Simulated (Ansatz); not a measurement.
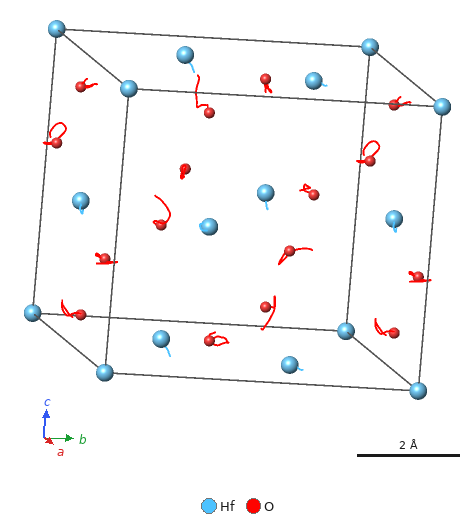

A Born-Oppenheimer molecular dynamics run of an 18-atom cell of HfO2 (set up in Fm-3m), 82 fs long. Lines trace each atom's path, in the colour of its element; spheres stand at the starting positions. Seen slightly off an axis in the reduced simulation cell.

Theory: DFT PBE, scalar-relativistic, plane waves, PAW (Ansatz 0.2.0). Settings: plane-wave cutoff 420 eV; k-point mesh 2 × 2 × 2; Fermi-Dirac smearing 0.224 eV; volume 1.1 times that of the relaxed crystal; Langevin thermostat (NVT); set temperature 2600 K; time step 2 fs; friction 0.02 per fs.

**What do the traces tell about the motion?**

Root-mean-square distances from the starting positions over the second half, with the common drift of all atoms taken out: O 0.39 Å, Hf 0.33 Å. The run lasts only 82 fs, too short to tell vibration from diffusion. The run was cut off by its time limit after 41 steps.
